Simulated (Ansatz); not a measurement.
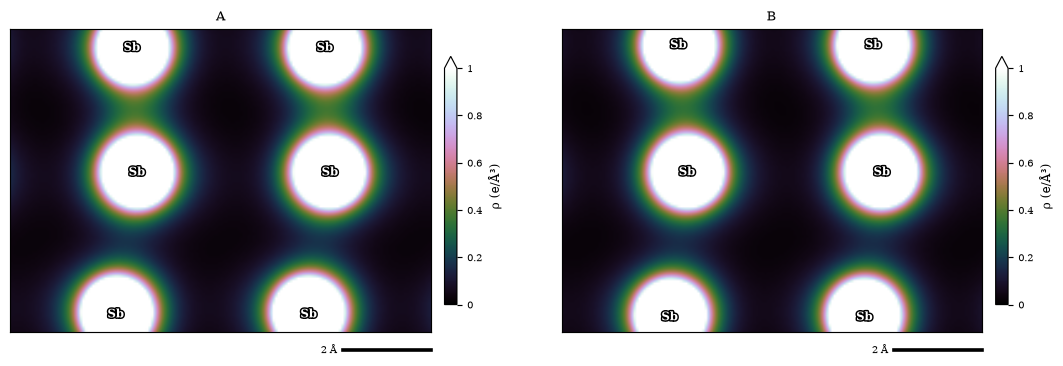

Sb. The valence pseudo-density of two cells that differ in size and shape, on the (101̄) plane of each (indices in the axes of the calculation cell), at one length scale and on one colour scale: B has 30.4 Å³ an atom and A 28.7.

Space group R-3m.

The calculation used DFT PBE, scalar-relativistic, plane waves, PAW (Ansatz 0.2.0).

In a PAW calculation such maps are meaningful between the atoms, not at the nuclei.

The larger cell:

```yaml
crystal:
  lattice:
    - [2.18286, 1.26027, 3.68784]
    - [-2.18286, 1.26027, 3.68784]
    - [0.00000, -2.52055, 3.68784]
  atoms:
    - { symbol: Sb, position: [0.23364, 0.23364, 0.23364] }
    - { symbol: Sb, position: [0.76636, 0.76636, 0.76636] }
```

The smaller cell: a = 4.425 Å, b = 4.425 Å, c = 4.425 Å, α = 57.20°, β = 57.20°, γ = 57.20°.

Question: What does the compression do to the bonding and the properties?

Answer: From the larger cell to the smaller, Sb–Sb goes from 2.92 to 2.86 Å, and the density at its midpoint from 0.34 to 0.37 e/Å³; the pressure goes from 2.0 to 6 GPa.
